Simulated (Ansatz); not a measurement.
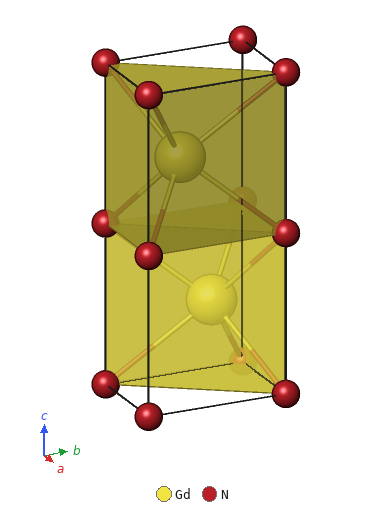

Drawn in the polyhedral manner and seen slightly off an axis. The wireframe shows the conventional unit cell.

GdN, anti-NiAs type, space group P6_3/mmc (No. 194), a = 3.437 Å, b = 3.437 Å, c = 5.965 Å, α = 90.00°, β = 90.00°, γ = 120.00°. Provenance: a structure type filled with these elements by a generator (whether the compound takes this form wasn't checked). Earlier steps of the study, as a rule a relaxation of our own, may have changed the cell and positions, so they can lie some per cent off the listed ones. A calculation with Ansatz used it as input.

This one geometry was computed with Ansatz (DFT, plane waves, PAW) at four levels of theory: PBEsol, r2SCAN, PBE with spin-orbit coupling and LDA.

**Which level gives the highest pressure at this volume, and what does that say about its equilibrium volume?**

Highest: PBE with spin-orbit coupling (-0.2 GPa), which points to the largest equilibrium volume. Lowest, with the smallest volume: LDA (-9.5 GPa). Levels within 0.5 GPa of each other can't be told apart.

**How does the band gap change with the level of theory?**

All levels give a metal.

**Collect the results in a table.**

| level | cutoff (eV) | k-mesh of the run's cell | gap (eV) | pressure (GPa) | absolute moment (μB/atom) |
| --- | --- | --- | --- | --- | --- |
| PBEsol | 420 | 10×10×8 | metal | -5.6 | 3.59 |
| r2SCAN | 500 | 10×10×8 | metal | -1.2 | 3.63 |
| PBE with spin-orbit coupling | 420 | 10×10×8 | metal | -0.2 | 3.56 |
| LDA | 420 | 10×10×8 | metal | -9.5 | 3.57 |

Gaps are taken on the k-mesh or band path of each run.
